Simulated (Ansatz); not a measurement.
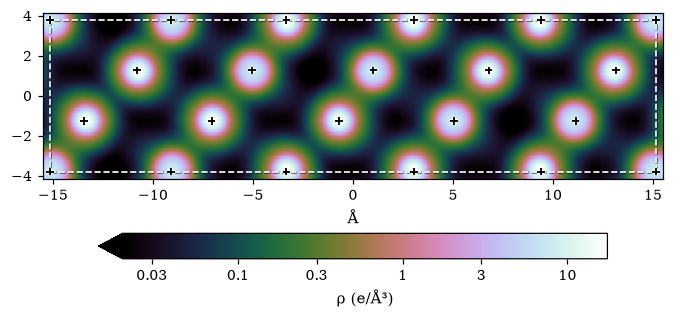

The valence charge density (pseudo) on a plane through atoms (crosses mark nuclei in the plane).

These are results of Ansatz, DFT PBEsol, scalar-relativistic, plane waves, PAW, not measurements.

Candidates:
A. Ta₂Si, a = 6.14 Å, b = 6.14 Å, c = 5.04 Å, α = 90.00°, β = 90.00°, γ = 90.00°. Space group I4/mcm; a structure from a database of computed crystals, not necessarily the ambient phase.
B. Bi₂Te₃, a = 4.38 Å, b = 4.38 Å, c = 30.32 Å, α = 90.00°, β = 90.00°, γ = 120.00°. Space group R-3m.

### Which system is this?

Candidate B: Bi₂Te₃ on the (110) plane of the conventional cell, which holds Bi and Te. Bi–Te (3.06 Å): ρ is about 0.29 e/Å³ halfway. Bi–Te (3.23 Å): the density is about 0.21 e/Å³ at the midpoint.
